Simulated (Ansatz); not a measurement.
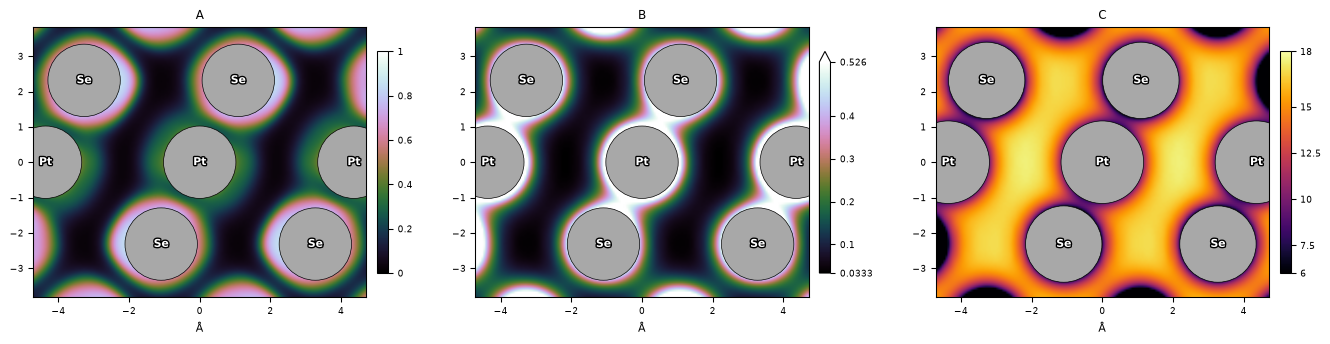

PtSe$_{2}$: 3 fields on the (110) plane of the conventional cell, with unlabelled colour scales. Grey discs cover the atomic cores.

Space group P-3m1; not relaxed (largest force 0.4 eV/Å); computed pressure about −5 GPa in this cell.

The calculation used DFT PBEsol, scalar-relativistic, plane waves, PAW (Ansatz).

```
CELL_PARAMETERS angstrom
4.01156 0.00000 0.00000
-2.00578 3.47411 0.00000
0.00000 0.00000 4.36230
ATOMIC_POSITIONS crystal
Pt 0.00000 0.00000 0.00000
Se 0.33333 0.66667 0.25000
Se 0.66667 0.33333 0.75000
```

Match the panels to the quantities (electron localisation function, electrostatic potential energy of an electron and valence pseudo-density).

Panel A: electron localisation function. Panel B: valence pseudo-density. Panel C: electrostatic potential energy of an electron (low next to the atoms, rising into the space between them). From the grid: Pt–Se (2.56 Å): ρ is about 0.53 e/Å³ halfway; the ELF is about 0.45 at the midpoint.
